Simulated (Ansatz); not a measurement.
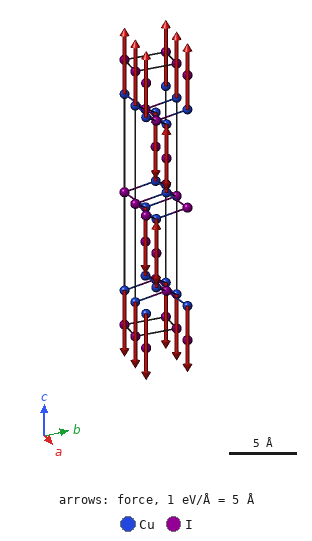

Starting geometry of a crystal of CuI (set up in R-3m) (coarse preliminary run) with the computed forces as red arrows. Style: ball-and-stick. Shown: the conventional cell (3 times the calculation's cell), repeated 2 × 1 × 1 with one cell outlined, slightly off an axis. Lengths and directions refer to the drawn axes.

Computed with DFT PBE, scalar-relativistic, plane waves, PAW in Ansatz.

The input:
```yaml
crystal:
  lattice:
    - [2.0775, 1.1994451842, 6.8266666667]
    - [-2.0775, 1.1994451842, 6.8266666667]
    - [0.0, -2.3988903685, 6.8266666667]
  atoms:
    - { symbol: Cu, position: [0.1293, 0.1293, 0.1293] }
    - { symbol: Cu, position: [0.8707, 0.8707, 0.8707] }
    - { symbol: I, position: [0.0, 0.0, 0.0] }
    - { symbol: I, position: [0.5, 0.5, 0.5] }
basis:
  ecutwfc: 420
kpoints:
  mp_grid: { grid: [6, 6, 6] }
hamiltonian:
  xc: pbe
scf:
  occupations: { method: gaussian, width: 0.1 }
output:
  forces: true
  stress: true
  eigenvalues: true
relax:
  adjacent_minimum: "off"
  f_tol: 0.05
  max_steps: 80
  cell: { stress_tol: 0.5 }
```

Run as
```bash
ansatz run input.yaml --threads 1 --pin off --max-ram 2560MiB --backend cpu --events-out ev --progress --plain --runs-dir out
```

Q: What follows when this structure is relaxed?

A: It isn't relaxed: the largest force vector, on Cu atoms, is 1.03 eV/Å. The atoms end up moving mostly along the starting forces (cosine between the two patterns 1.00). The energy falls by 131 meV per atom in 4 accepted moves (5 points after the start). The largest force component goes from 1 to 0.014 eV/Å. The pressure goes from 6.88 to 0.01 GPa. At 1 point the geometry stayed and the basis and grid were re-selected for the new cell (energy shift of 1.2 meV per atom at most each time). The largest moves relative to the cell, 0.10 Å, are those of Cu1 and Cu2. Cu2 goes along +c. I stays in place. Cell: a = b 4.155 → 4.469 Å (+7.5 %), c 20.480 → 20.417 Å (−0.3 %). Volume +15.3 %. Near-neighbour distances that change, for instance: Cu1–I4 2.518 → 2.721 Å, Cu1–I3 2.648 → 2.537 Å. The space group stays R-3m (No. 166). Cost: 58 s on 1 thread of Arm Neoverse V1, with other jobs on the host, peak memory 0.45 GiB.
